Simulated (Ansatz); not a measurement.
# Starting-point dependence of the GW gap of Zn3SbN3 (Cm)

Aim: G0W0 for Zn3SbN3 (Cm) on several starting functionals, at one mesh, band count and screening cutoff.

Calculated with Ansatz 0.2.0; G0W0 on several functionals, plane waves, PAW.

## 1. The starting structure

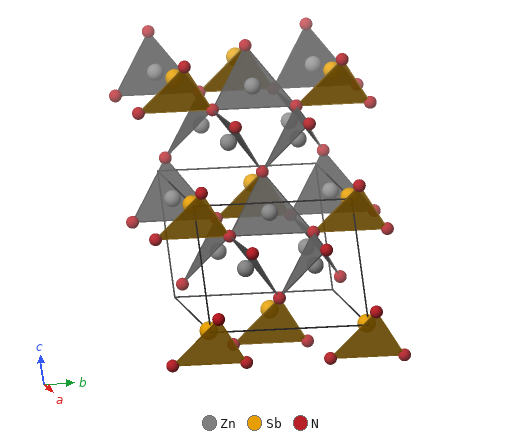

The cell as given, slightly off an axis (zinc grey, antimony orange, nitrogen red). 1×1×2 cells are drawn. This picture shows the conventional cell, with its axes. Some periodic images of atoms are drawn too.

The cell and positions are those that the Materials Project relaxed with its own functionals (PBE, PBE+U or r2SCAN), kept fixed. Spin-orbit coupling is left out unless a step names it.

## 2. G0W0 on PBE

Now the one-shot GW correction: screening in the RPA, then the self-energy of the levels asked for. This step takes PAW set soft_1 files.

This step: G0W0 on PBE, plane waves, PAW; PAW set soft_1.

Input file input.yaml:

```yaml
crystal:
  lattice:
    - [3.3938895471, -3.283248115, 0.0]
    - [3.3938895471, 3.283248115, 0.0]
    - [-3.2155964401, 0.0, 4.5561292986]
  atoms:
    - { symbol: Zn, position: [0.64265811, 0.64265811, 0.11808447] }
    - { symbol: Zn, position: [0.75601403, 0.31486041, 0.51982585] }
    - { symbol: Zn, position: [0.31486041, 0.75601403, 0.51982585] }
    - { symbol: Sb, position: [0.06050886, 0.06050886, 0.00241463] }
    - { symbol: "N", position: [0.41103526, 0.94206134, 0.29988336] }
    - { symbol: "N", position: [0.94206134, 0.41103526, 0.29988336] }
    - { symbol: "N", position: [0.698722, 0.698722, 0.81219049] }
kpoints:
  mp_grid: { grid: [4, 4, 4] }
hamiltonian:
  xc: pbe
  pseudopotentials: { kind: paw, azcp: { folder: soft_1 } }
scf:
  occupations: { method: fixed }
gw:
  n_empty_bands: 804
  ecut_chi: 230.0
  qp_bands: [v2, c2]
  qp_kpoints: band_edges
  screening: { model: contour_deformation }
```

Started as:

```bash
$ ansatz run input.yaml --threads 2 --pin off --max-ram 92160MiB --backend cuda --events-out ev --progress --plain --runs-dir out --devices 1 --max-vram 13GiB
```

Numbers of over 12 decimals in the logs are rounded to 6 here.

Log:

```text
GPUs: using 1 of 1 available (devices: 1).
Engine: ansatz 0.2.0, x86_64-unknown-linux-gnu
Pseudopotentials: kind: paw
Pseudopotential: Zn, paw, valence charge 12, recommended cutoff 420 eV (normal), soft_1/Zn.paw.azcp
Pseudopotential: Sb, paw, valence charge 15, recommended cutoff 420 eV (normal), soft_1/Sb.paw.azcp
Pseudopotential: N, paw, valence charge 5, recommended cutoff 420 eV (normal), soft_1/N.paw.azcp
Functional definition: PBE
  parameter kappa = 0.804
  parameter beta = 0.066725
  exchange = pbe_x(kappa = kappa, mu = beta*pi^2/3)
  correlation = pbe_c(beta = beta)
device memory: the entry about to start is reckoned to put 1.4 GiB on a device that reports 33.6 GiB free (of which the cap on the GPU budget leaves the run 13.0 GiB)
GPU FFT provider: cuFFT
GPU libraries: cuBLAS 13.8.2, cuFFT 12.4.0, cuSOLVER 12.3.4
Crystal: 7 atoms, lattice volume = 101.538 Å³
Basis set: ecut = 420 eV, 1987 PW (Γ)
Bands: 40, of which v1, the nominal top of the filled ones, is band 33 counted from 1 (32 counted from 0)
Symmetry: 2 space group operations
Space group: Cm (ITA 8), of the structure as read, at distance tolerance 4.7e-5 Å
k-points: 24 of 64 (time reversal used)
Non-local potential: Zn, projectors of the file, l = 0: 2, l = 1: 2, l = 2: 3, l = 3: 1
Non-local potential: Sb, projectors of the file, l = 0: 2, l = 1: 2, l = 2: 2, l = 3: 1
Non-local potential: N, projectors of the file, l = 0: 2, l = 1: 2, l = 2: 1
PAW form: soft (Blöchl's): semilocal exchange-correlation on the pseudo side does not see the compensation charge
PAW one-centre angular grid: Zn, 590 points (default); XC on 64 Gauss nodes
PAW one-centre angular grid: Sb, 590 points (default); XC on 64 Gauss nodes
PAW one-centre angular grid: N, 110 points (default); XC on 64 Gauss nodes
Initial density: superposition of atomic densities (chi_scale 0.1, normalization cell, long waves kept (reshape's long-wave potential 0.03 eV rms))
Initial wavefunctions: pseudopotential atomic-orbital guess
GPU buffer pool allocated for 40960 grid points (all kernels)
GPU transforms: local potential and band sums: pruned to the plane-wave sphere, on 32×32×40
Functional: x = pbe(κ = 0.804, μ = 0.219515), c = pbe(β = 0.066725)
SCF iter   1: F=—  HF=-17594.624425 eV  |F-HF|=—  |Δ(HF+E_count)|=         —  Δρ=7.68e-2  dr2=7.41e0  ethr=3.10e-3  ⟨swp⟩=4.9  Hψ=3781  notcnv=0  defer=117
preconditioner: auto → Resta (q_TF=auto, 2.539 Å⁻¹)  ε∞=5.2  [insulator: Δε(μ)=2.150 eV  Ē_g=14.526 eV  n_scr=30 (ndim 8)  ℏωp=29.9 eV  f_vac=0.006  ε∞_Penn≈5.2]
SCF iter   2: F=—  HF=-17592.876989 eV  |F-HF|=—  |Δ(HF+E_count)|=    1.75e0  Δρ=2.91e-2  dr2=5.28e-1  ethr=3.10e-3  ⟨swp⟩=3.0  Hψ=1963  notcnv=0  defer=120
SCF iter   3: F=—  HF=-17592.782953 eV  |F-HF|=—  |Δ(HF+E_count)|=   9.40e-2  Δρ=1.55e-2  dr2=1.94e-1  ethr=8.00e-4  ⟨swp⟩=3.0  Hψ=1775  notcnv=0  defer=120
SCF iter   4: F=—  HF=-17592.777374 eV  |F-HF|=—  |Δ(HF+E_count)|=   5.58e-3  Δρ=9.10e-3  dr2=4.52e-2  ethr=2.93e-4  ⟨swp⟩=2.2  Hψ=1516  notcnv=0  defer=120
SCF iter   5: F=—  HF=-17592.765761 eV  |F-HF|=—  |Δ(HF+E_count)|=   1.16e-2  Δρ=2.02e-3  dr2=3.27e-3  ethr=6.84e-5  ⟨swp⟩=2.0  Hψ=1776  notcnv=0  defer=120
SCF iter   6: F=—  HF=-17592.767302 eV  |F-HF|=—  |Δ(HF+E_count)|=   1.54e-3  Δρ=4.10e-4  dr2=1.85e-4  ethr=4.95e-6  ⟨swp⟩=2.0  Hψ=1582  notcnv=0  defer=120
SCF iter   7: F=—  HF=-17592.767482 eV  |F-HF|=—  |Δ(HF+E_count)|=   1.80e-4  Δρ=2.57e-4  dr2=6.60e-5  ethr=2.81e-7  ⟨swp⟩=2.0  Hψ=1693  notcnv=0  defer=119
SCF iter   8: F=—  HF=-17592.767503 eV  |F-HF|=—  |Δ(HF+E_count)|=   2.10e-5  Δρ=2.21e-4  dr2=4.39e-5  ethr=1.00e-7  ⟨swp⟩=2.0  Hψ=1560  notcnv=0  defer=76
SCF iter   9: F=—  HF=-17592.767495 eV  |F-HF|=—  |Δ(HF+E_count)|=   8.11e-6  Δρ=4.50e-5  dr2=1.52e-6  ethr=6.66e-8  ⟨swp⟩=2.0  Hψ=1486  notcnv=0  defer=74
SCF iter  10: F=—  HF=-17592.767496 eV  |F-HF|=—  |Δ(HF+E_count)|=   9.19e-7  Δρ=2.67e-5  dr2=6.05e-7  ethr=2.31e-9  ⟨swp⟩=2.0  Hψ=1485  notcnv=0  defer=78
SCF iter  11: F=—  HF=-17592.767496 eV  |F-HF|=—  |Δ(HF+E_count)|=   2.32e-7  Δρ=1.72e-5  dr2=2.69e-7  ethr=9.16e-10  ⟨swp⟩=2.0  Hψ=1523  notcnv=0  defer=80
SCF iter  12: F=-17592.767496 eV  HF=-17592.767496 eV  |F-HF|=9.56e-9  |Δ(HF+E_count)|=   6.20e-9  Δρ=4.59e-6  dr2=1.83e-8  ethr=1.52e-10  ⟨swp⟩=9.4  Hψ=4252  notcnv=0
SCF 1 converged in 12 iterations: F = -17592.767496 eV  dr2 = 1.83e-8
  greatest PAW one-centre occupation: 0.996 electrons in one spin orbital (limit 2), on the Sb atom at site 3 (counted from 0), in its partial waves of l = 2
device memory: the entry about to start is reckoned to put 1.4 GiB (of the 1.6 GiB reckoned in all, the device holds 0.2 GiB already) on a device that reports 30.1 GiB free (of which the cap on the GPU budget leaves the run 12.9 GiB)
NSCF: frozen V_eff on 24 k-points, pencils in batches of 32, up to order 160
the band table was solved once the SCF had ended and its energy, with any forces and stress, was formed, with the checks that follow a solve (3557 applications of the Hamiltonian). They found nothing against the state; the energy, forces and stress were not computed again (output.eigenvalues in the input reference)
device memory: the entry about to start is reckoned to put 5.0 GiB on a device that reports 25.9 GiB free (of which the cap on the GPU budget leaves the run 13.0 GiB)
NSCF: frozen V_eff on 24 k-points
G₀W₀ screening: q 1/24
[... further progress lines ...]
device memory: the entry about to start is reckoned to put 0.6 GiB on a device that reports 36.4 GiB free (of which the cap on the GPU budget leaves the run 13.0 GiB)
NSCF: frozen V_eff on 1 k-points
device memory: the entry about to start is reckoned to put 0.6 GiB on a device that reports 36.4 GiB free (of which the cap on the GPU budget leaves the run 13.0 GiB)
NSCF: frozen V_eff on 1 k-points
device memory: the entry about to start is reckoned to put 0.6 GiB on a device that reports 36.4 GiB free (of which the cap on the GPU budget leaves the run 13.0 GiB)
NSCF: frozen V_eff on 1 k-points
device memory: the entry about to start is reckoned to put 0.6 GiB on a device that reports 36.4 GiB free (of which the cap on the GPU budget leaves the run 13.0 GiB)
NSCF: frozen V_eff on 1 k-points
SCF converged after 12 iterations
Free energy (F): -17592.767496 eV
Harris-Foulkes:  -17592.767496 eV  (|F-HF|=9.56e-9)
Internal energy: -17592.767496 eV  (E = F + TS)
E sigma→0 (E₀):  -17592.767496 eV
Fermi energy:    8.560593 eV
--- Per-component energies (eV) ---
  E_band       = -45.593184
  E_kinetic    = 987.518133
  E_local      = -8043.394320  (includes V_loc(G=0)·N_el)
  E_nonlocal   = 2958.273456
  E_hartree    = 3098.834214
  E_xc         = -510.365500
  E_vxc        = -467.213660  (∫ρ·V_xc dr)
  E_paw        = -10621.606737  (= ΣΔE_a)
  E_vpaw       = -1678.443080  (= ΣTr[D̂ρ^β])
  E_aug_tail   = 0.002015  (compensation charges beyond the density's cutoff)
  E_ewald      = -5462.028759
  E_smearing   = -0.000000  (= −TS)
  E_closure    = 0.000000  (closes the sum)
  Σ components = -17592.767496   (vs F -17592.767496, Δ=0.00e0)
--- Band table (eV; the first three rows and the last of 24) ---
  k-point 0: bands = [... 29 lower, 5.9511, 7.2895, 7.6413, 7.9778, 10.8624, 11.8003, 12.5909, 12.9973, ... 3 higher]
  k-point 1: bands = [... 29 lower, 6.4645, 7.3551, 7.6157, 8.3549, 9.9926, 11.9221, 12.2162, 13.1084, ... 3 higher]
  k-point 2: bands = [... 29 lower, 7.0056, 7.1857, 7.3892, 8.2869, 10.3845, 11.2203, 11.4816, 13.4601, ... 3 higher]
  k-point 23: bands = [... 29 lower, 7.2666, 7.4235, 7.9664, 8.4089, 11.7638, 12.5638, 13.1683, 13.3229, ... 3 higher]
--- G₀W₀: contour deformation, 7 samples at zero and on the imaginary axis and 2 off it, 64 q-points, 804 empty bands' worth ---
  eigenvalues of the whole cell's RPA ε∞ on this k-mesh (on a slab, of 1 + 4πα/V) = 7.1624, 8.1107, 8.1497; static W/v taken at q = 0 is 0.128318
  gw.qp_kpoints: band_edges: 19 of 24 stored k-points solved, in 1 pass; an edge of the gap read off the rows below is read off those points alone
    valence top: of the k-points left out ik 16 came nearest to being solved in a further pass, in band 33 (counted from 1, as in the quasiparticle table): it holds the edge there only if its correction is more favourable than any solved in that band by at least 0.517 eV; those differ by 0.075 eV
    conduction bottom: of the k-points left out ik 11 came nearest to being solved in a further pass, in band 34 (counted from 1, as in the quasiparticle table): it holds the edge there only if its correction is more favourable than any solved in that band by at least 0.872 eV; those differ by 0.177 eV
    ik  band        ε_KS         Σx   Σc(E_QP)       V_xc       Z   E_QP_lin       E_QP  E_QP is
     0    32      7.6413   -25.2702     3.6018   -20.9073  0.7270     6.8652     6.8802  root
     0    33      7.9778   -25.3477     3.4112   -21.1778  0.7337     7.2055     7.2192  root
     0    34     10.8624   -10.7158    -3.7083   -14.5119  0.7788    10.9502    10.9501  root
     0    35     11.8003   -13.2262    -3.5880   -16.9492  0.7589    11.9357    11.9354  root
     1    32      7.6157   -25.2692     3.6219   -20.9011  0.7253     6.8551     6.8695  root
     1    33      8.3549   -23.5305     2.7505   -20.0887  0.7396     7.6540     7.6637  root
     1    34      9.9926   -11.6020    -3.2922   -14.9433  0.7806    10.0417    10.0416  root
     1    35     11.9221   -10.3239    -4.1249   -14.6183  0.7619    12.0923    12.0916  root
     2    32      7.3892   -24.3689     3.5885   -20.0658  0.7210     6.6608     6.6746  root
     2    33      8.2869   -23.1070     2.5253   -19.8979  0.7418     7.5937     7.6031  root
     2    34     10.3845   -11.6563    -3.4553   -15.2221  0.7712    10.4951    10.4949  root
     2    35     11.2203   -10.2083    -3.8305   -14.1243  0.7770    11.3058    11.3057  root
     3    32      7.5415   -25.6323     3.7108   -21.1519  0.7246     6.7558     6.7719  root
     3    33      8.3033   -23.4654     2.8608   -19.8973  0.7393     7.5855     7.5960  root
     3    34     10.9467   -11.2510    -3.5924   -14.9445  0.7703    11.0479    11.0477  root
     3    35     11.7556   -10.5191    -3.9685   -14.6288  0.7646    11.8971    11.8968  root
     4    32      7.2358   -24.6698     3.6087   -20.2936  0.7230     6.4512     6.4683  root
     4    33      8.1685   -22.3927     2.6331   -19.0497  0.7414     7.4480     7.4587  root
     4    34     10.7720   -11.7378    -3.5899   -15.4537  0.7698    10.8983    10.8980  root
     4    35     11.3167   -10.7723    -3.7585   -14.6455  0.7691    11.4315    11.4312  root
     5    32      7.5056   -24.7573     3.6126   -20.4074  0.7239     6.7537     6.7683  root
     5    33      8.1178   -22.0792     2.4231   -18.9629  0.7420     7.4144     7.4246  root
     5    34     10.7827   -11.4300    -3.5897   -15.1504  0.7680    10.9137    10.9135  root
     5    35     11.4052   -11.1674    -3.7114   -14.9967  0.7657    11.5233    11.5231  root
[...]
22    32      8.0062   -26.0979     3.6600   -21.7144  0.7257     7.2704     7.2827  root
    22    33      8.0067   -23.6742     2.9816   -19.9555  0.7376     7.2574     7.2697  root
    22    34     11.4351   -10.4801    -4.1801   -14.8564  0.7711    11.6320    11.6313  root
    22    35     12.0825   -10.8490    -4.2069   -15.2930  0.7504    12.3209    12.3196  root
    23    32      7.9664   -26.6342     3.8065   -22.0748  0.7267     7.2001     7.2135  root
    23    33      8.4089   -25.8767     3.5226   -21.6702  0.7258     7.7148     7.7250  root
    23    34     11.7638    -9.1635    -4.1541   -13.4518  0.7659    11.8983    11.8980  root
    23    35     12.5638   -10.0490    -4.3401   -14.5820  0.7468    12.7579    12.7568  root
```

The job ended after 2.4 min (1 × NVIDIA H100 80GB HBM3 (shared by 6 runs) with 2 threads of AMD EPYC 7R13 (Zen 3), shared host; peak memory 4.5 GiB).

This step gave:

```
bands summed                                 : 837
RPA ε∞ on this mesh (eigenvalues)            : 7.162, 8.111, 8.150
plane waves in the screening matrix          : 787
q-points in the mesh                         : 64
G0W0 gap on the mesh                         : 2.184 eV
k of the valence top                         : 0.25, -0.25, 0
k of the conduction bottom                   : 0, 0, 0.25
starting gap on the mesh                     : 1.432 eV
Z at the valence top                         : 0.7383
Z at the conduction bottom                   : 0.7806
least direct G0W0 gap on the computed points : 2.378 eV
```

The gap on the mesh goes from 1.43 eV to 2.18 eV, a correction of +0.75 eV. Between the two edge states, bare exchange in place of the xc potential would open the gap by 7.02 eV, and correlation takes back 6.26 eV.

(Continued in part 2 of 2.)

[Paths, hosts, dates, memory and timing lines, banners, echoed tables and standing remarks are left out of the program output.]

[Logs are printed without paths, hosts, clocks, repeated set-up lines and the standing remarks that a program may print on its own settings, such as how far it seeks lower states.]

[Runs of the session that timed out or met a known fault of the program may be left out.]

[Cells called generated may have been cut or substituted from an entry of the Crystallography Open Database or the Materials Project.]

[Hosts, paths, dates, database ids (printed as entryN), source tags and the programs' standing remarks are cut or masked in the printed files.]
